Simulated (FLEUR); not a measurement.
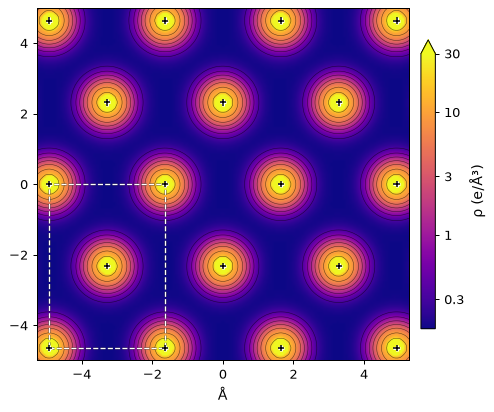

The electron density on a plane through atoms (crosses mark nuclei in the plane).

All numbers below come from Kohn-Sham DFT of a periodic cell, PBE, all-electron (FLEUR MaX-R8.1 (later development tree)).

Candidates:
A. AlN, a = 3.31 Å, b = 3.31 Å, c = 4.19 Å, α = 90.00°, β = 90.00°, γ = 120.00°. Space group P6₃/mmc; a structure from a database of computed crystals, not necessarily the ambient phase.
B. Ti, a = 3.28 Å, b = 3.28 Å, c = 3.28 Å, α = 90.00°, β = 90.00°, γ = 90.00°. Space group Im-3m.
C. CuI, a = 6.06 Å, b = 6.06 Å, c = 6.06 Å, α = 90.00°, β = 90.00°, γ = 90.00°. Space group F-43m.

Which system is this?

Answer. Candidate B: Ti on the (011) plane of the conventional cell, which holds Ti. Ti–Ti (2.84 Å): ρ is about 0.19 e/Å³ halfway.
